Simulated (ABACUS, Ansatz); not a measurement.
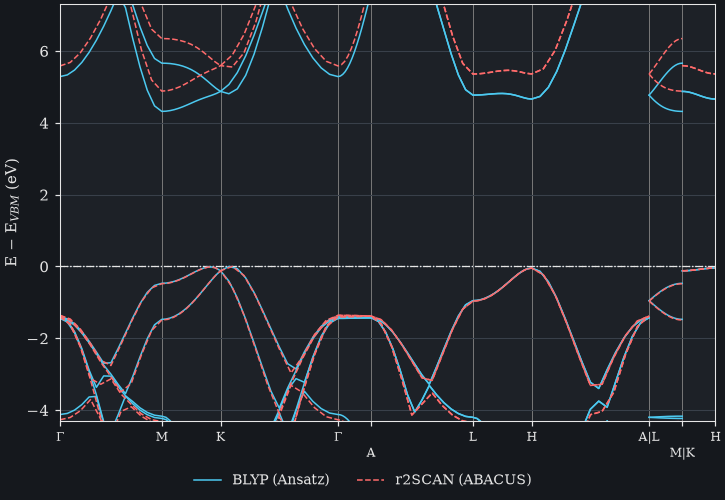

Band structures of layered hexagonal BN, space group P6_3/mmc, 4 atoms in the cell (a = 2.498 Å, c = 6.636 Å (hexagonal axes)), by two methods on the same cell. Each is counted from its own valence-band top.

Q: How do the methods compare?

A: BLYP (Ansatz) gives a gap of 4.32 eV along the path and r2SCAN (ABACUS) gives a gap of 4.88 eV along the path.

Settings. BLYP (Ansatz): Ansatz PAW, no spin polarisation, no spin-orbit coupling, 12×12×4 k mesh, 420 eV cutoff, Fermi-Dirac smearing of 0.05 eV (Ansatz 0.2.0). r2SCAN (ABACUS): SG15 ONCV 1.2 PBE, no spin polarisation, no spin-orbit coupling, 1320 eV cutoff, Fermi-Dirac smearing of 0.05 eV (ABACUS 3.10.1).

The two runs differ in program as well. LDA, GGA and most meta-GGA functionals understate gaps. BLYP (Ansatz): the PAW data sets were made with another functional. r2SCAN (ABACUS): the density is read from an earlier self-consistent run, whose mesh may be coarse. r2SCAN (ABACUS): the potentials were made for another functional. The cell is at 7 GPa in BLYP.
